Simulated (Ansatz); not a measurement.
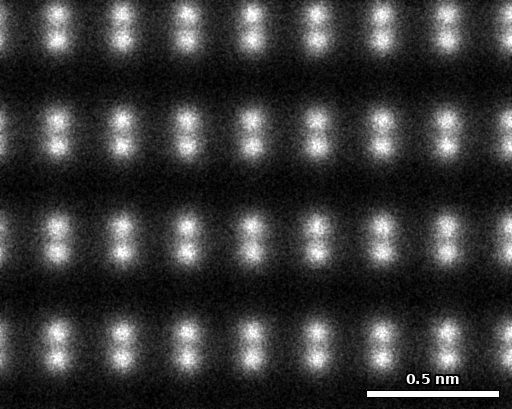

Integrated-DPC-like image of a crystal. Simulated as the projected potential of neutral atoms (B = 0.3 Å²) blurred by a 0.50 Å probe, the thin-sample limit of integrated differential phase contrast. Shot noise was added.

Q: Give the net of the columns and its spacings.

A: The pattern repeats on a rectangular net of 2.5 × 4.1 Å.

Q: What is the plane group of the image?

A: p2mm: mirror lines in two perpendicular directions, with twofold points where they cross.

Q: How many columns does the smallest repeating cell hold, and how many levels of brightness?

A: 2 columns in the primitive cell of 10.1 Å², all of one brightness.

The crystal is Y (Fd-3m, No. 227) seen along [211]. Structure: the geometry relaxed with Ansatz, DFT PBE, scalar-relativistic, plane waves, PAW; the starting structure was generated, so it need not be a known form of this composition.
